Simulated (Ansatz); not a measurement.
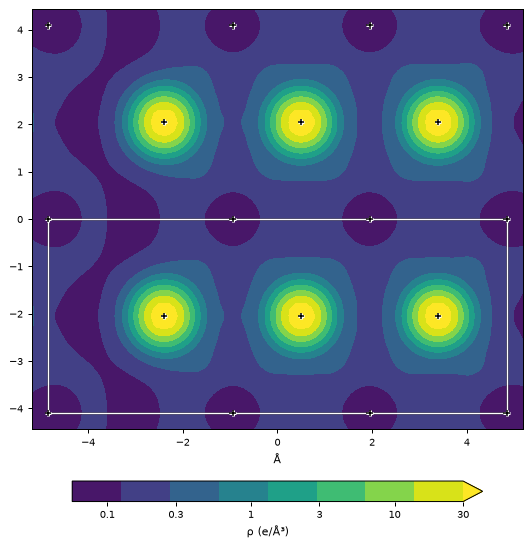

The valence charge density (pseudo) on a plane through atoms (crosses mark nuclei in the plane).

All numbers below come from DFT PBE, scalar-relativistic, plane waves, PAW (Ansatz 0.2.0).

Candidates:
A. AlNi, a = 2.89 Å, b = 2.89 Å, c = 9.68 Å, α = 90.00°, β = 90.00°, γ = 90.00°. Space group P4mm; not relaxed (largest force 1.1 eV/Å); computed pressure about −7 GPa in this cell; computed without spin polarisation.
B. ZrO2, a = 3.62 Å, b = 3.62 Å, c = 10.56 Å, α = 90.00°, β = 90.00°, γ = 90.00°. Space group P4₂/nmc.
C. SiC, a = 3.08 Å, b = 3.08 Å, c = 10.07 Å, α = 90.00°, β = 90.00°, γ = 120.00°. Space group P6₃mc; a structure from a database of computed crystals, not necessarily the ambient phase; computed pressure about 4 GPa in this cell.

### Which system is this?

Candidate A: AlNi on the (110) plane of the conventional cell, which holds Al and Ni. Al–Ni (2.51 Å): the density is about 0.29 e/Å³ at the midpoint.
